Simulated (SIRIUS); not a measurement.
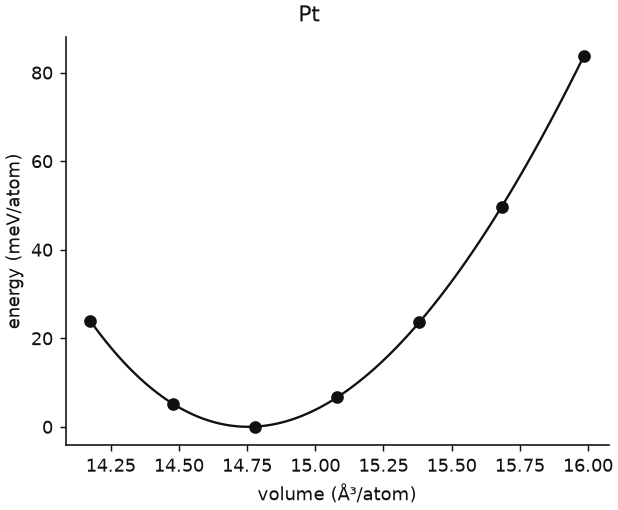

Plotted: energy against volume for Pt, space group Fm-3m (No. 225).

Starting cell:
```xyz
1
Lattice="0.0000 1.9609 1.9609 1.9609 0.0000 1.9609 1.9609 1.9609 0.0000" Properties=species:S:1:pos:R:3 pbc="T T T"
Pt    0.0000    0.0000    0.0000
```

Calculation (SIRIUS 7.12.0): plane-wave DFT, no spin polarisation; energies at scaled volumes of the given cell, shape and fractions fixed, counted from the fit's minimum, third-order Birch-Murnaghan fit. Level: LDA.

- k mesh: 8×8×8
- occupations: Fermi–Dirac
- smearing width: 0.05 eV
- potentials: dojo sr pbe 0.4.1 standard
- wave cutoff: 1152 eV
- density cutoff: 4606 eV

This calculation gives: equilibrium volume 14.75 Å³/atom and bulk modulus 310 GPa.

Now the level changes from LDA to PBE. How do these quantities change?

The equilibrium volume rises from 14.75 to 15.57 Å³/atom (+5.6 %) and the bulk modulus falls from 310 to 252 GPa (−19 %). As usual, the local density approximation binds more tightly than this gradient-corrected functional.

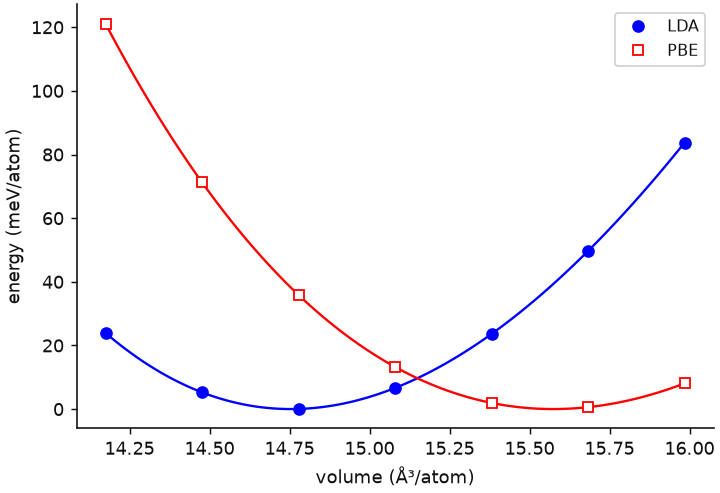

The two results together.

For both, limits of the calculation: coarse k mesh; spin-orbit coupling left out, heavy elements.

V0 and the bulk modulus come from third-order Birch–Murnaghan fits.
